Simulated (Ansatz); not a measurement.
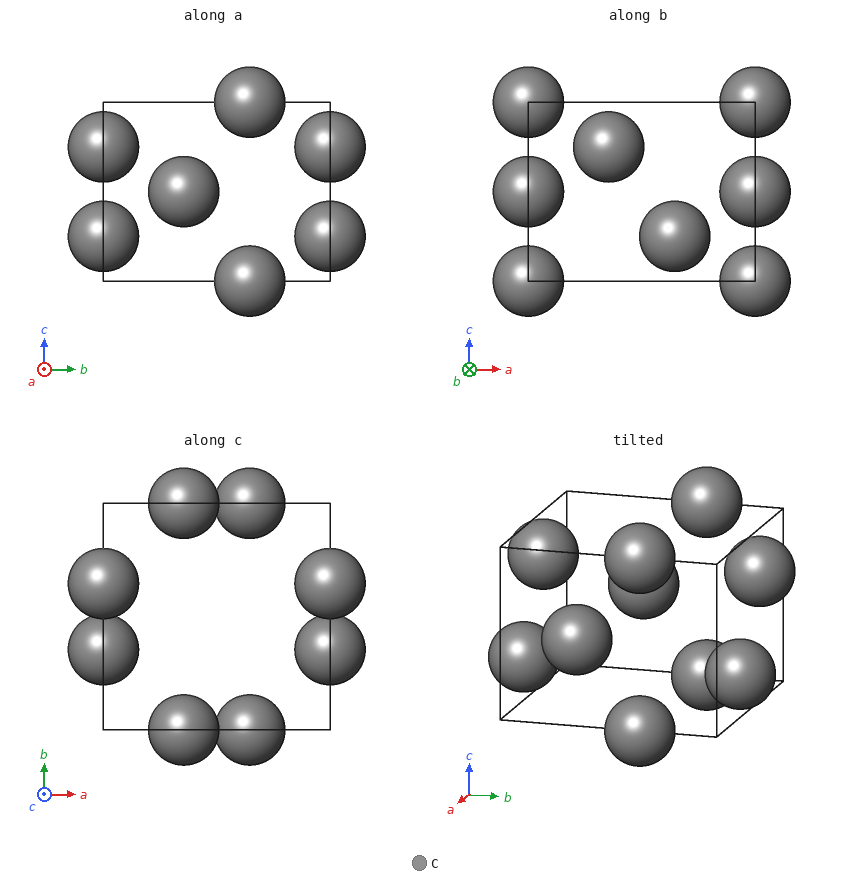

The figure gives a spheres-only picture of the atoms, viewed along the a axis, along the b axis, along the c axis and slightly off an axis. Atoms at the boundary of the conventional unit cell (the box) are drawn once for each face, edge or corner they touch.

Lattice parameters: a = 3.106 Å, b = 3.106 Å, c = 2.452 Å, α = 90.00°, β = 90.00°, γ = 90.00°. Put a along x and b in the xy plane.

Q: Express the structure as a POSCAR file, with free fractional coordinates to two decimals.

A:
```
C
1.0
     3.106    0.000    0.000
     0.000    3.106    0.000
     0.000    0.000    2.452
C
4
Direct
  0.65 0.00 0.25
  0.35 0.00 0.75
  0.00 0.65 0.00
  0.00 0.35 0.50
```

Its origin is a structure type filled with this element by a generator (whether the element takes this form wasn't checked). The picture shows the end point of a geometry optimisation with DFT PBE, scalar-relativistic, plane waves, PAW (Ansatz 0.2.0).
